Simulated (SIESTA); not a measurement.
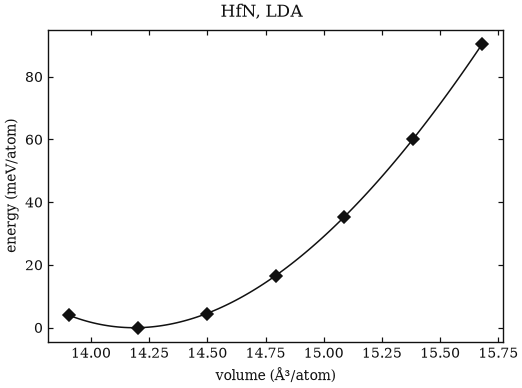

Plotted: energy against volume for HfN, space group F-43m (No. 216).

The given structure:
```
CELL_PARAMETERS angstrom
0.00000 2.45482 2.45482
2.45482 0.00000 2.45482
2.45482 2.45482 0.00000
ATOMIC_POSITIONS crystal
Hf 0.00000 0.00000 0.00000
N 0.25000 0.25000 0.25000
```

Calculation (SIESTA 5.4.2): DFT in numerical atomic orbitals with pseudopotentials, no spin polarisation; energies at scaled volumes of the given cell, shape and fractions fixed, counted from the fit's minimum, third-order Birch-Murnaghan fit. Level: LDA.

k mesh 9×9×9; occupations Fermi–Dirac; smearing width 0.05 eV; potentials PseudoDojo 0.4 standard, converted to PSML, two zetas on semicore shells; program settings basis DZP, mesh cutoff 800 Ry.

This calculation gives: equilibrium volume 14.19 Å³/atom and bulk modulus 221 GPa.

Now the level changes from LDA to PBEsol. What happens?

The equilibrium volume rises from 14.19 to 14.55 Å³/atom (+2.5 %) and the bulk modulus falls from 221 to 206 GPa (−6.8 %).

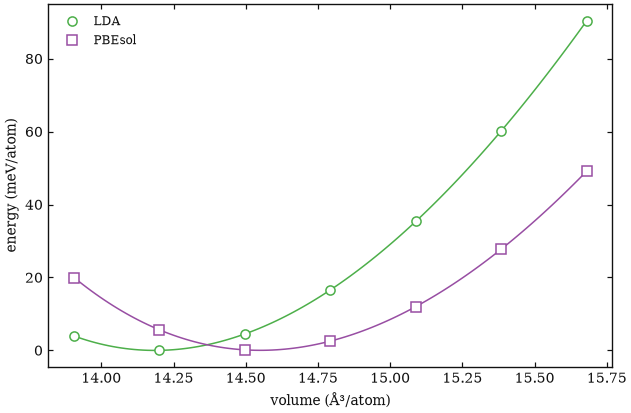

The two results together.

For both, limits of the calculation: mulliken charges of long orbitals; short basis over semicore shells.

V0 and the bulk modulus come from third-order Birch–Murnaghan fits.
